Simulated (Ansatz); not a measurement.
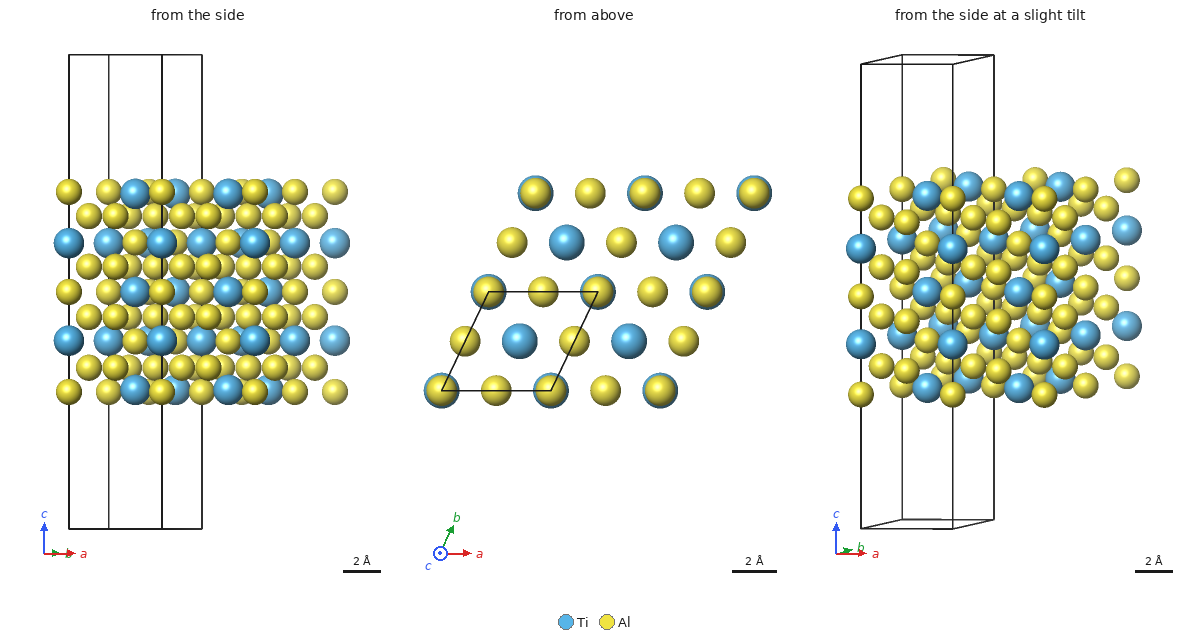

A spheres-only picture of a periodic slab, seen from the side, from above and from the side at a slight tilt. The surface normal points up in side views; the box is the simulation cell. 2×2 cells are drawn in the plane, with atoms at the edges repeated.

The cell holds 5 Ti, 13 Al. The slab was cut from bulk TiAl3 (I4/mmm).

With which atoms do the two faces end?

The top face ends in Al and Ti, the bottom face in Al and Ti. The two faces are alike.

Estimate the thickness.

About 11 Å from the lowest to the highest atom, with about 15 Å of vacuum to the next image.

What is the stacking of atomic planes, top to bottom?

Nine planes: TiAl / Al / TiAl / Al / TiAl / Al / TiAl / Al / TiAl.

Along which plane was the crystal cut?

(1 1 0).

The cell started as a structure listed in the Materials Project, from which a slab was cut. The atoms were relaxed in a fixed cell with Ansatz, DFT r2SCAN, scalar-relativistic, plane waves, PAW.
